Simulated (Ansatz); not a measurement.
# CHF3 (trifluoromethane) at HF/STO-3G

What is the electronic atomisation energy of CHF3 (trifluoromethane) at HF/STO-3G? 

Program for the calculation: Ansatz 0.2.0.

51 further runs of the same task are left out: 51 set aside as unsound or not needed.

## (1) The system as given

CHF3: 5 atoms, total charge 0, spin state singlet. As SMILES, `FC(F)F`. The shape is that of a PBE0-D4/def2-TZVP optimisation.

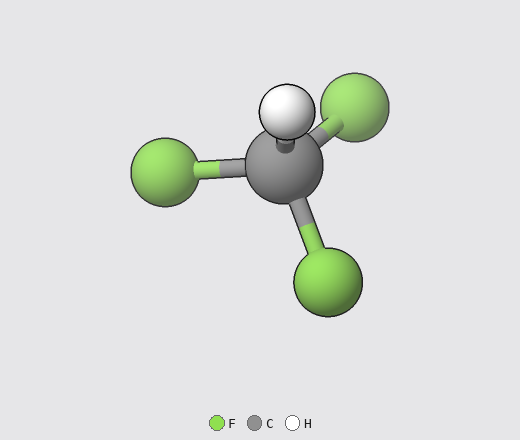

Viewed from a chosen angle; fluorine green, carbon grey, hydrogen white.

## (2) The energy at HF/STO-3G

File run.yaml:

```yaml
crystal:
  periodic: [false, false, false]
  atoms:
    - {symbol: F, position_ang: [-0.668650, -0.329700, 1.079190]}
    - {symbol: C, position_ang: [0.019500, 0.056360, 0.006820]}
    - {symbol: F, position_ang: [1.047350, -0.773770, -0.157470]}
    - {symbol: F, position_ang: [-0.772570, -0.035090, -1.059420]}
    - {symbol: H, position_ang: [0.374370, 1.082210, 0.130870]}
basis:
  gaussian:
    orbitals: STO-3G
hamiltonian:
  xc: hf
accuracy: high
output: {orbitals: {seedname: orbitals}}
```

Started as:

```console
$ ansatz run run.yaml --threads 1 --pin off --max-ram 3480MiB --events-out events.jsonl --progress --plain --runs-dir runs
```

Output:

```text
Warning: RAYON_NUM_THREADS=1 ignored (pool sized by the plan → 1); use --threads N
Functional definition: HF
  name "HF"
  exchange = exact_x
  correlation = 0
392 factors; integrals over basis functions are off by at most 4.6e-8 eV
mean field evaluation 1: about -9031.9461 eV, gradient 3.7e1 eV
mean field evaluation 2: about -9032.1215 eV, gradient 3.7e1 eV
mean field evaluation 4: about -9036.7056 eV, gradient 2.0e0 eV
mean field evaluation 8: about -9036.7240 eV, gradient 1.9e-4 eV
mean field -9036.72402406 eV, -332.0934825727 hartree, gradient 1.4e-8 eV, S^2 0.000000; 0 other end points of the search recorded, 0 dependent functions left out
reference -9036.72402406 eV, -332.0934825727 hartree; 17, 17 occupied and 4, 4 virtual orbitals, 392 factors
Total energy: -9036.72402406 eV, -332.0934825727 hartree
```

Run time: 0.1 s. Hardware: 1 thread of Arm Neoverse V2, shared host.

## (3) The C atom at the same level

File in.yaml:

```yaml
crystal:
  periodic: [false, false, false]
  atoms:
    - {symbol: C, position_ang: [0.000000, 0.000000, 0.000000]}
basis:
  gaussian:
    orbitals: STO-3G
magnetization:
  spin_polarized: true
  initial_magnetization: 2
hamiltonian:
  xc: hf
accuracy: high
```

Run the same way, it converges to -37.19839 Eh (log not shown).

## (4) The F atom

File in.yaml:

```yaml
crystal:
  periodic: [false, false, false]
  atoms:
    - {symbol: F, position_ang: [0.000000, 0.000000, 0.000000]}
basis:
  gaussian: {orbitals: STO-3G}
hamiltonian: {xc: hf}
accuracy: high
magnetization: {spin_polarized: true, initial_magnetization: 1}
total_charge: 0
```

Started as:

```console
$ ansatz run in.yaml --threads 1 --pin off --max-ram 3480MiB --events-out events.jsonl --progress --plain --runs-dir runs
```

Output:

```text
Warning: RAYON_NUM_THREADS=1 ignored (pool sized by the plan → 1); use --threads N
Functional definition: HF
  name "HF"
  exchange = exact_x
  correlation = 0
15 factors; integrals over basis functions are off by at most 1.2e-9 eV
mean field evaluation 1: about -2666.3486 eV, gradient 1.5e-14 eV
mean field evaluation 2: about -2666.3486 eV, gradient 0.0e0 eV
mean field -2666.34863534 eV, -97.9865050328 hartree, gradient 0.0e0 eV, S^2 0.750000; 2 other end points of the search recorded, 0 dependent functions left out
reference -2666.34863534 eV, -97.9865050328 hartree; 5, 4 occupied and 0, 1 virtual orbitals, 15 factors
Total energy: -2666.34863534 eV, -97.9865050328 hartree
```

Wall time 0.02 s (1 thread of Arm Neoverse V2, shared host).

## (5) The H atom, same level

File run.yaml:

```yaml
crystal:
  periodic: [false, false, false]
  atoms:
    - {symbol: H, position_ang: [0.000000, 0.000000, 0.000000]}
basis:
  gaussian: {orbitals: STO-3G}
magnetization: {spin_polarized: true, initial_magnetization: 1}
hamiltonian: {xc: hf}
accuracy: high
```

Started as:

```console
$ ansatz run run.yaml --threads 1 --pin off --max-ram 3480MiB --events-out events.jsonl --progress --plain --runs-dir runs
```

Output:

```text
Warning: RAYON_NUM_THREADS=1 ignored (pool sized by the plan → 1); use --threads N
Functional definition: HF
  name "HF"
  exchange = exact_x
  correlation = 0
1 factors; integrals over basis functions are off by at most 4.6e-10 eV
mean field evaluation 1: about -12.6963 eV, gradient 0.0e0 eV
mean field evaluation 2: about -12.6963 eV, gradient 0.0e0 eV
mean field -12.69633895 eV, -0.4665818504 hartree, gradient 0.0e0 eV, S^2 0.750000; 0 other end points of the search recorded, 0 dependent functions left out
reference -12.69633895 eV, -0.4665818504 hartree; 1, 0 occupied and 0, 1 virtual orbitals, 1 factors
Total energy: -12.69633895 eV, -0.4665818504 hartree
```

Wall time 0.02 s (1 thread of Arm Neoverse V2, shared host).

## (6) Outcome

At HF/STO-3G:

```
                     quantity          value
       molecule: total energy  -332.09348 Eh
        molecule: HOMO energy      -11.79 eV
        molecule: LUMO energy       16.36 eV
      molecule: HOMO–LUMO gap       28.15 eV
         C atom: total energy   -37.19839 Eh
                 C atom: ⟨S²⟩          2.000
         F atom: total energy   -97.98651 Eh
                 F atom: ⟨S²⟩          0.750
         H atom: total energy    -0.46658 Eh
                 H atom: ⟨S²⟩          0.750
electronic atomisation energy      12.762 eV
```

What this shows: Taking the molecule apart into free atoms costs 12.76 eV (294 kcal/mol), before zero-point energy and without spin-orbit coupling. Hartree–Fock lacks the correlation of the bonding pairs, which as a rule makes this value much too low; in minimal bases other errors can mask that. In a minimal basis such a difference can be off by several eV, whatever the method.
